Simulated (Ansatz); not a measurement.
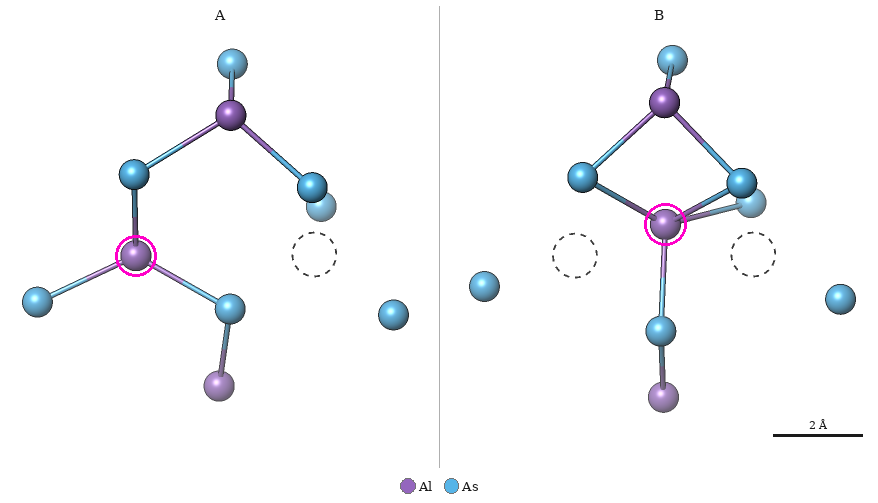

A vacancy jump of aluminium in AlAs (F-43m phase), in a cell of charge −3 (on a uniform background) with 15 atoms, whose images lie 8.1 Å apart. One frame is the relaxed vacancy; in the other the neighbouring Al atom (ringed) was set half-way along its jump of 4.05 Å and all atoms were relaxed in the symmetry of that start. Dashed circles mark empty sites. A ball-and-stick model of the slice 3.8 Å thick through the jump, out to 4.4 Å from its middle, seen across the jump.

Theory: Ansatz 0.2.0, DFT PBE, scalar-relativistic, plane waves, PAW. Set-up: plane-wave cutoff 420 eV; k-point mesh 4 × 4 × 4; occupations gaussian; smearing width 0.05 eV; no spin polarisation; atoms relaxed in a fixed cell; force threshold 0.02 eV/Å.

Q: What does the half-way point cost?

A: Frame B is the half-way start after relaxation. It lies 1.85 eV above the relaxed vacancy. The atom stays half-way, bowed 0.60 Å off the straight line. The symmetry of the start was kept and can hold it there, so for a path with one hump at the middle this is the barrier or an upper bound to it. There it has 5 As as nearest neighbours, the closest at 2.44 Å. The gap on the mesh is 0.79 eV with the relaxed vacancy and 0.00 eV half-way.

Limits of the set-up: the periodic images lie only 8.1 Å apart, so the values are limited by the cell's size; the cell is charged, on a uniform background, and energies carry no finite-size correction.
